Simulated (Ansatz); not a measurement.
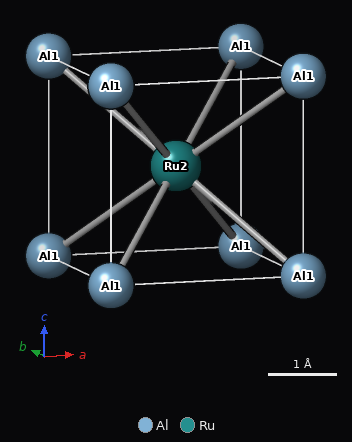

The structure (ball-and-stick view of the cell of the calculation, seen slightly off an axis; atoms are numbered from 1 in the order of the input). An atom can appear more than once, as a periodic image. Near neighbours in the periodic cell (some may lie outside the picture): Al has 8 Ru at 2.58 Å; Ru has 8 Al at 2.58 Å.

**Single-point calculation of AlRu**

System: AlRu (2 atoms in the cell).
Method: DFT r2SCAN, scalar-relativistic, plane waves, PAW, no spin polarisation (Ansatz 0.2.0).

The structure derives from a Materials Project entry. Figures and captions count atoms from 1; the log counts them from 0 in places.

What the program printed
```
Engine: ansatz 0.2.0, x86_64-unknown-linux-gnu
Pseudopotentials: kind: paw
Pseudopotential: Al, paw, valence charge 3, recommended cutoff 500 eV (meta_gga), Al.paw.azcp
Pseudopotential: Ru, paw, valence charge 16, recommended cutoff 500 eV (meta_gga), Ru.paw.azcp
Functional definition: r2SCAN
  parameter k0 = 0.174
  parameter k1 = 0.065
  parameter a1 = 4.9479
  exchange = r2scan_x(k0 = k0, k1 = k1, a1 = a1)
  correlation = r2scan_c
Crystal: 2 atoms, lattice volume = 26.530 Å³
Basis set: ecut = 500 eV, 691 PW (Γ), exchange–correlation on 96×96×96 points (64 copies of the dense FFT grid, shifted against one another)
Bands: 14, of which v1, the nominal top of the filled ones, is band 10 counted from 1 (9 counted from 0)
Symmetry: 48 space group operations
Space group: Pm-3m (ITA 221), of the structure as read, at distance tolerance 3.0e-5 Å
k-points: 20 of 216
Non-local potential: Al, projectors of the file, l = 0: 2, l = 1: 2, l = 2: 1
Non-local potential: Ru, projectors of the file, l = 0: 3, l = 1: 2, l = 2: 2, l = 3: 1
PAW form: soft (Blöchl's): semilocal exchange-correlation on the pseudo side does not see the compensation charge
PAW frozen core: Al, regenerated for the run's functional (the file was generated under x = pbe(κ = 0.804, μ = 0.2195149727645171), c = pbe(β = 0.06672455060314922))
PAW frozen core: Ru, regenerated for the run's functional (the file was generated under x = pbe(κ = 0.804, μ = 0.2195149727645171), c = pbe(β = 0.06672455060314922))
PAW one-centre angular grid: Al, 302 points (default); XC on 160 Gauss nodes
PAW one-centre angular grid: Ru, 590 points (default); XC on 160 Gauss nodes
Initial density: superposition of atomic densities (neutral atoms: chi_scale 0, normalization atom), corrected by the library's trained network
Initial wavefunctions: pseudopotential atomic-orbital guess
Functional: x = r2scan, c = r2scan; τ floored in thin density (d = 2e-4 eV/Å³)
SCF iter   1: F=—  HF=-6432.516335 eV  |F-HF|=—  |Δ(HF+E_count)|=         —  Δρ=9.10e-3  dr2=9.69e-3  dr2_τ=1.90e-2  ethr=1.77e-3  ⟨swp⟩=5.0  Hψ=1528  notcnv=0
preconditioner: auto → none  [metal: Δε(μ)=0.079 eV  Ē_g=9.580 eV  σ=0.100 eV  W_gap=0.39  n_scr=6 (ndim 8)  ℏωp=23.9 eV  f_vac=0.000  D(μ)=2.75/eV (n_scr^D=32)  sad-step TF]
SCF iter   2: F=—  HF=-6432.534488 eV  |F-HF|=—  |Δ(HF+E_count)|=   1.82e-2  Δρ=4.76e-3  dr2=3.92e-3  dr2_τ=9.37e-5  ethr=5.10e-5  ⟨swp⟩=2.0  Hψ=700  notcnv=0  defer=6
SCF iter   3: F=—  HF=-6432.535230 eV  |F-HF|=—  |Δ(HF+E_count)|=   7.42e-4  Δρ=4.65e-3  dr2=7.65e-3  dr2_τ=5.88e-4  ethr=2.06e-5  ⟨swp⟩=2.0  Hψ=393  notcnv=0  defer=6
SCF iter   4: F=—  HF=-6432.533554 eV  |F-HF|=—  |Δ(HF+E_count)|=   1.68e-3  Δρ=4.91e-4  dr2=2.79e-5  dr2_τ=9.40e-6  ethr=2.06e-5  ⟨swp⟩=2.4  Hψ=396  notcnv=0  defer=6
SCF iter   5: F=—  HF=-6432.533560 eV  |F-HF|=—  |Δ(HF+E_count)|=   5.67e-6  Δρ=1.63e-4  dr2=6.56e-6  dr2_τ=2.41e-7  ethr=1.47e-7  ⟨swp⟩=2.6  Hψ=453  notcnv=0  defer=6
SCF iter   6: F=-6432.533560 eV  HF=-6432.533560 eV  |F-HF|=8.35e-9  |Δ(HF+E_count)|=   2.90e-7  Δρ=1.48e-5  dr2=2.30e-8  dr2_τ=1.23e-8  ethr=5.26e-10  ⟨swp⟩=4.7  Hψ=1284  notcnv=0
SCF 1 converged in 6 iterations: F = -6432.533560 eV  dr2 = 2.30e-8
  greatest PAW one-centre occupation: 0.998 electrons in one spin orbital (limit 2), on the Ru atom at site 1 (counted from 0), in its partial waves of l = 1
SCF converged after 6 iterations
Free energy (F): -6432.533560 eV
Harris-Foulkes:  -6432.533560 eV  (|F-HF|=8.35e-9)
Internal energy: -6432.519731 eV  (E = F + TS)
E sigma→0 (E₀):  -6432.526646 eV
Entropy (-TS):   -0.013829 eV (-6.914 meV/atom)
Fermi energy:    16.011888 eV
--- Per-component energies (eV) ---
  E_band       = -133.404689
  E_kinetic    = 543.509004
  E_local      = -1788.452964  (includes V_loc(G=0)·N_el)
  E_nonlocal   = 353.843612
  E_hartree    = 636.085762
  E_xc         = -223.025373
  E_vxc        = -301.632905  (∫ρ·V_xc dr)
  E_paw        = -3953.195495  (= ΣΔE_a)
  E_vpaw       = -233.483411  (= ΣTr[D̂ρ^β])
  E_aug_tail   = 0.000091  (compensation charges beyond the density's cutoff)
  E_vtau       = 20.645154  (kinetic-family band-sum trace: ∫τ·v_τ [+ j·A + Jᵃ·Aᵃ] dr)
  E_ewald      = -2000.913305
  E_core_change = -0.371064  (= ΣΔE_core)
  E_smearing   = -0.013829  (= −TS)
  E_closure    = -0.000000  (closes the sum)
  Σ components = -6432.533560   (vs F -6432.533560, Δ=0.00e0)
--- Forces (eV/Å), atoms counted from 1 ---
  atom   1  Al    -0.00000000     0.00000000    -0.00000000
  atom   2  Ru     0.00000000    -0.00000000     0.00000000
  max |Σ_I F_I| component: 5.14e-29 eV/Å
--- Stress (GPa, compression-positive) ---
       -0.106599       0.000000       0.000000
        0.000000      -0.106599       0.000000
        0.000000       0.000000      -0.106599
  P = ⅓ Tr σ = -0.1066 GPa (-1.066 kbar)
--- Band table (eV; the first three rows and the last of 20) ---
  k-point 0: bands = ["-57.7811", "-26.9443", "-26.9443", "-26.9443", "5.9338", "12.4012", "12.4012", "16.3173", "16.3173", "16.3173", "22.7063", "22.7063", "22.7063", "27.6417"]
  k-point 1: bands = ["-57.7765", "-27.0044", "-26.9392", "-26.9392", "6.4913", "12.5316", "12.5976", "15.7221", "15.7221", "16.3820", "20.7236", "23.7273", "23.7273", "26.5271"]
  k-point 2: bands = ["-57.7673", "-27.1232", "-26.9290", "-26.9290", "8.0275", "12.0829", "13.0363", "14.8104", "14.8104", "16.5151", "18.8842", "24.6818", "25.9092", "25.9092"]
  k-point 19: bands = ["-57.7270", "-27.1243", "-27.1243", "-27.1243", "11.1811", "11.1811", "11.1811", "17.9640", "17.9640", "19.3869", "20.4963", "20.4963", "20.4963", "25.1885"]
```

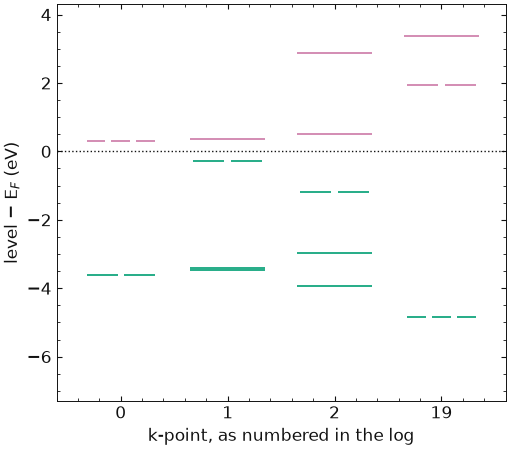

Kohn–Sham levels near the Fermi level (dotted) at the few k-points that the log prints; levels within 0.02 eV of each other stand side by side. The system is metallic on the full mesh.

This output came from the following input.

Input file
```yaml
crystal:
  lattice:
    - [2.98249544, 0.0, 0.0]
    - [0.0, 2.98249544, 0.0]
    - [0.0, 0.0, 2.98249544]
  atoms:
    - { symbol: Al, position: [0.0, 0.0, 0.0] }
    - { symbol: Ru, position: [0.5, 0.5, 0.5] }
basis:
  ecutwfc: 500
kpoints:
  mp_grid: { grid: [6, 6, 6] }
hamiltonian:
  xc: r2scan
scf:
  occupations: { method: gaussian, width: 0.1 }
output:
  forces: true
  stress: true
  eigenvalues: true
```

Command:
```bash
ansatz run input.yaml --threads 1 --pin off --max-ram 2560MiB --backend cpu --events-out ev --progress --plain --runs-dir out
```

Key numbers

- outcome: converged
- space group (tolerance 0.01 Å): Pm-3m (221)
- electrons treated: 19
- free energy: −6432.5336 eV
- Fermi energy: 16.012 eV
- gap on the k-point mesh: none (metallic)
- pressure: −0.11 GPa
- largest force (length of the vector): under 0.001 eV/Å
- hardware: 1 thread of AMD EPYC (Zen 3), 189 GiB of memory available, shared host
- wall time: 4 s
- peak memory: 0.35 GiB
